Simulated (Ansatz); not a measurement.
## Run report: MgO, single-point calculation

The run: single-point calculation of MgO (P2₁, 4 atoms in the cell). Method and program: DFT PBE, scalar-relativistic, plane waves, PAW, no spin polarisation (Ansatz 0.2.0).

The structure derives from a Materials Project entry. It belongs to a series of runs on one base structure; here: a random strain and shift of atoms, as far as a chosen symmetry allows. Figures and captions count atoms from 1; the log counts them from 0 in places.

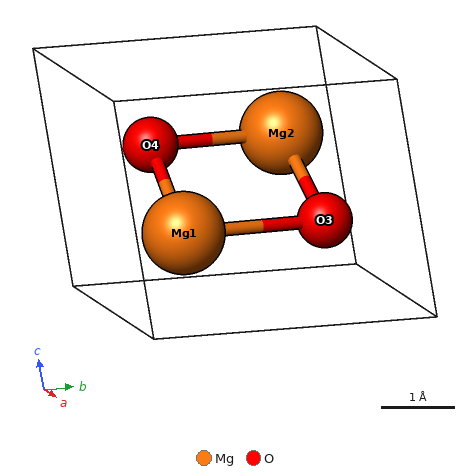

The input geometry (ball-and-stick view of the cell of the calculation, set on other vectors, seen slightly off an axis; atoms are numbered from 1 in the order of the input).

Key numbers:

```tsv
quantity	value
outcome	converged
space group (tolerance 0.01 Å)	P2₁ (4)
electrons treated	32
free energy	−4987.5448 eV
Fermi energy	8.374 eV
gap on the k-point mesh	3.35 eV
pressure	12.52 GPa
largest force (length of the vector)	2.622 eV/Å
hardware	1 thread of an Arm (aarch64) CPU, shared host
wall time	16 s
peak memory	0.38 GiB
```

The input:
```yaml
crystal:
  lattice:
    - [3.4168594881, 0.0070076195, 0.0]
    - [-1.7023609676, 3.0036202406, 0.0]
    - [0.0, 0.0, 4.1535996789]
  atoms:
    - { symbol: Mg, position: [0.7028158814, 0.3580306763, 0.7593970828] }
    - { symbol: Mg, position: [0.2971841186, 0.6419693237, 0.2593970828] }
    - { symbol: O, position: [0.624749795, 0.3456448736, 0.2406029172] }
    - { symbol: O, position: [0.375250205, 0.6543551264, 0.7406029172] }
basis:
  ecutwfc: 420
kpoints:
  mp_grid: { grid: [9, 9, 6] }
hamiltonian:
  xc: pbe
scf:
  occupations: { method: gaussian, width: 0.02 }
output:
  forces: true
  stress: true
  eigenvalues: true
  populations: true
```

Log:
```
Engine: ansatz 0.2.0, aarch64-unknown-linux-gnu
Pseudopotentials: kind: paw
Pseudopotential: Mg, paw, valence charge 10, recommended cutoff 420 eV (normal), Mg.paw.azcp
Pseudopotential: O, paw, valence charge 6, recommended cutoff 420 eV (normal), O.paw.azcp
Functional definition: PBE
  parameter kappa = 0.804
  parameter beta = 0.06672455060314922
  exchange = pbe_x(kappa = kappa, mu = beta*pi^2/3)
  correlation = pbe_c(beta = beta)
Crystal: 4 atoms, lattice volume = 42.678 Å³
Basis set: ecut = 420 eV, 815 PW (Γ), exchange–correlation on 48×48×60 points (8 copies of the dense FFT grid, shifted against one another)
Bands: 20, of which v1, the nominal top of the filled ones, is band 16 counted from 1 (15 counted from 0)
Symmetry: 2 space group operations
Space group: P21 (ITA 4), of the structure as read, at distance tolerance 3.5e-5 Å
k-points: 164 of 486 (time reversal used)
Non-local potential: Mg, projectors of the file, l = 0: 3, l = 1: 2, l = 2: 1
Non-local potential: O, projectors of the file, l = 0: 2, l = 1: 2, l = 2: 1
PAW form: soft (Blöchl's): semilocal exchange-correlation on the pseudo side does not see the compensation charge
PAW one-centre angular grid: Mg, 110 points (default); XC on 64 Gauss nodes
PAW one-centre angular grid: O, 110 points (default); XC on 64 Gauss nodes
Initial density: superposition of atomic densities (neutral atoms: chi_scale 0, normalization atom), corrected by the library's trained network
Initial wavefunctions: pseudopotential atomic-orbital guess
Functional: x = pbe(κ = 0.804, μ = 0.2195149727645171), c = pbe(β = 0.06672455060314922)
SCF iter   1: F=—  HF=-4987.544804 eV  |F-HF|=—  |Δ(HF+E_count)|=         —  Δρ=1.35e-3  dr2=3.00e-4  ethr=1.77e-3  ⟨swp⟩=6.1  Hψ=15603  notcnv=0
preconditioner: auto → none  [insulator: Δε(μ)=3.344 eV  Ē_g=15.007 eV  σ=0.020 eV  W_gap=1.00  n_scr=16 (ndim 8)  ℏωp=22.7 eV  f_vac=0.049  D(μ)=0.00/eV (n_scr^D=0)  ε∞_Penn≈3.3]
SCF iter   2: F=—  HF=-4987.544629 eV  |F-HF|=—  |Δ(HF+E_count)|=   1.75e-4  Δρ=6.23e-4  dr2=5.34e-5  ethr=9.37e-7  ⟨swp⟩=2.2  Hψ=7955  notcnv=0
SCF iter   3: F=—  HF=-4987.544750 eV  |F-HF|=—  |Δ(HF+E_count)|=   1.21e-4  Δρ=1.83e-4  dr2=5.85e-6  ethr=1.67e-7  ⟨swp⟩=3.0  Hψ=5949  notcnv=0
SCF iter   4: F=—  HF=-4987.544757 eV  |F-HF|=—  |Δ(HF+E_count)|=   7.70e-6  Δρ=7.42e-5  dr2=1.68e-6  ethr=1.83e-8  ⟨swp⟩=2.7  Hψ=5458  notcnv=0
iter 5 did not close the SCF: its close was put off for the readings that it lacked (scf_convergence_deferred on its scf_iter line)
SCF iter   5: F=-4987.544757 eV  HF=-4987.544757 eV  |F-HF|=7.03e-8  |Δ(HF+E_count)|=   2.60e-7  Δρ=1.84e-5  dr2=6.08e-8  ethr=5.25e-9  ⟨swp⟩=2.0  Hψ=4510  notcnv=0
SCF iter   6: F=-4987.544757 eV  HF=-4987.544757 eV  |F-HF|=2.34e-9  |Δ(HF+E_count)|=   9.56e-8  Δρ=2.97e-6  dr2=1.60e-9  ethr=1.90e-10  ⟨swp⟩=2.1  Hψ=11156  notcnv=0
SCF 1 converged in 6 iterations: F = -4987.544757 eV  dr2 = 1.60e-9
  greatest PAW one-centre occupation: 1.000 electrons in one spin orbital (limit 2), on the Mg atom at site 1 (counted from 0), in its partial waves of l = 0
```

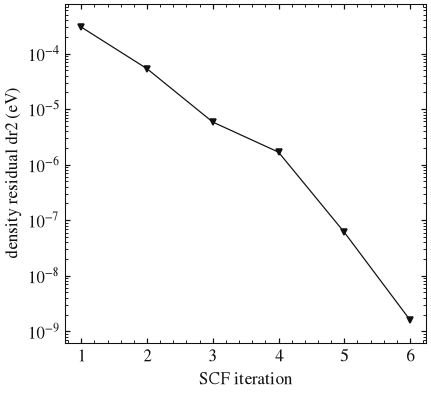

Convergence of the self-consistent field: density residual dr2 against the SCF iteration. The residual falls at every step.

```
SCF converged after 6 iterations
Free energy (F): -4987.544757 eV
Harris-Foulkes:  -4987.544757 eV  (|F-HF|=2.34e-9)
Internal energy: -4987.544757 eV  (E = F + TS)
E sigma→0 (E₀):  -4987.544757 eV
Fermi energy:    8.373871 eV
--- Per-component energies (eV) ---
  E_band       = -634.068137
  E_kinetic    = 512.749439
  E_local      = -3621.736249  (includes V_loc(G=0)·N_el)
  E_nonlocal   = 286.204809
  E_hartree    = 1291.098895
  E_xc         = -210.566282
  E_vxc        = -269.781373  (∫ρ·V_xc dr)
  E_paw        = -899.643322  (= ΣΔE_a)
  E_vpaw       = -123.708961  (= ΣTr[D̂ρ^β])
  E_aug_tail   = 0.005019  (compensation charges beyond the density's cutoff)
  E_ewald      = -2345.657067
  E_smearing   = -0.000000  (= −TS)
  E_closure    = -0.000000  (closes the sum)
  Σ components = -4987.544757   (vs F -4987.544757, Δ=0.00e0)
--- Forces (eV/Å), atoms counted from 1 ---
  atom   1  Mg     0.46613861    -1.35364822    -0.37514747
  atom   2  Mg    -0.46613861     1.35364822    -0.37514747
  atom   3  O      2.25863471    -1.27864879     0.37516982
  atom   4  O     -2.25863471     1.27864879     0.37516982
  max |Σ_I F_I| component: 4.47e-5 eV/Å
--- Stress (GPa, compression-positive) ---
       20.710290      -9.648255      -0.000000
       -9.648246       3.452542       0.000000
       -0.000000       0.000000      13.403168
  P = ⅓ Tr σ = 12.5220 GPa (125.220 kbar)
--- Band table (eV; the first three rows and the last of 164) ---
  k-point 0: bands = ["-65.6251", "-65.6092", "-32.4257", "-32.4063", "-32.3785", "-32.3766", "-32.3441", "-32.3319", "-10.5156", "-8.9968", "2.8150", "4.5636", "5.1114", "5.4051", "5.9352", "6.6987", "10.0490", "16.1917", "18.3228", "18.5842"]
  k-point 1: bands = ["-65.6241", "-65.6103", "-32.4211", "-32.4046", "-32.3792", "-32.3748", "-32.3465", "-32.3382", "-10.4146", "-9.0977", "2.9562", "4.6413", "5.1371", "5.3868", "5.8394", "6.1716", "10.5941", "15.5464", "18.5363", "19.0548"]
  k-point 2: bands = ["-65.6211", "-65.6132", "-32.4091", "-32.4009", "-32.3800", "-32.3700", "-32.3542", "-32.3528", "-10.1373", "-9.3753", "3.3958", "4.8338", "5.1730", "5.2103", "5.3269", "5.5877", "11.7225", "14.3363", "19.0307", "19.3386"]
  k-point 163: bands = ["-65.6163", "-65.6163", "-32.4339", "-32.4339", "-32.3839", "-32.3839", "-32.3381", "-32.3381", "-9.4409", "-9.4409", "2.8522", "2.8522", "4.7465", "4.7465", "5.7676", "5.7676", "14.1200", "14.1200", "18.1895", "18.1895"]
--- Löwdin populations: 4 sites ---
  site symbol       q [e]
     0     Mg      8.4552
     1     Mg      8.4552
     2      O      7.4046
     3      O      7.4046
  spilling = 0.008756 (of n_electrons = 32.000000)
```

File populations.tsv:
```
# site	symbol	l	j	q
# orbitals = lowdin
# n_electrons = 32.000000
# spilling = 0.008756
0	Mg	0_2S	-	1.995556
0	Mg	0_3S	-	0.460010
0	Mg	1_2P	-	5.999683
1	Mg	0_2S	-	1.995556
1	Mg	0_3S	-	0.460010
1	Mg	1_2P	-	5.999683
2	O	0_2S	-	1.848732
2	O	1_2P	-	5.555918
3	O	0_2S	-	1.848732
3	O	1_2P	-	5.555918
```

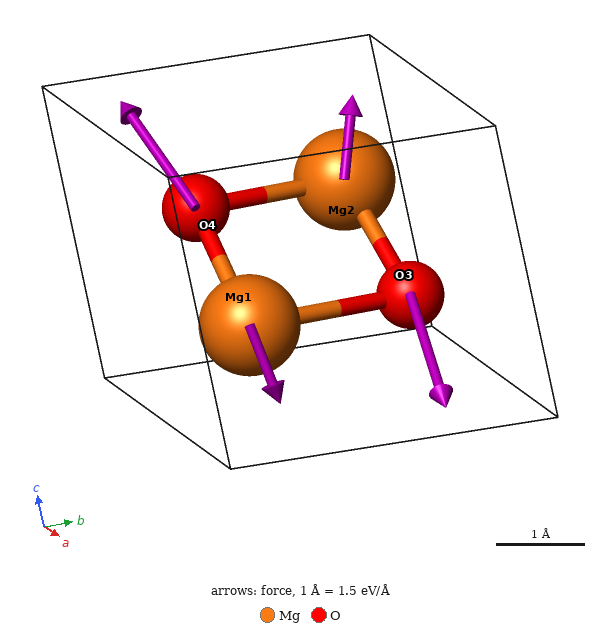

Forces on the atoms as pink arrows (ball-and-stick view of the cell of the calculation, set on other vectors, seen slightly off an axis; atoms are numbered from 1 in the order of the input). The largest act on O3, O4 (2.62 eV/Å); Mg1, Mg2 (1.48 eV/Å). The geometry is not a stationary point of this energy.

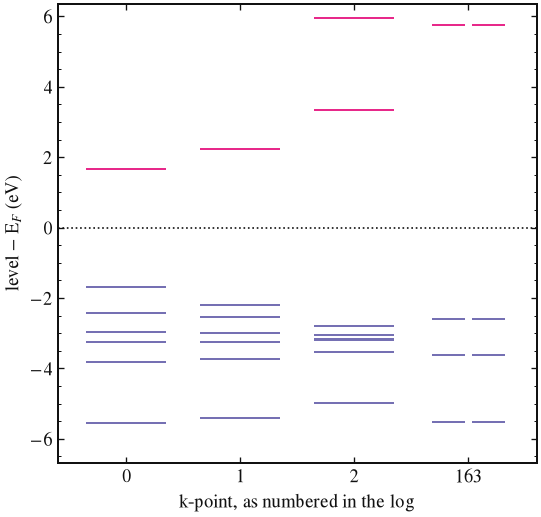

Kohn–Sham levels near the Fermi level (dotted) at the few k-points that the log prints; levels within 0.02 eV of each other stand side by side. Among these points the highest filled and lowest empty levels are 3.35 eV apart, which is the gap on the mesh.
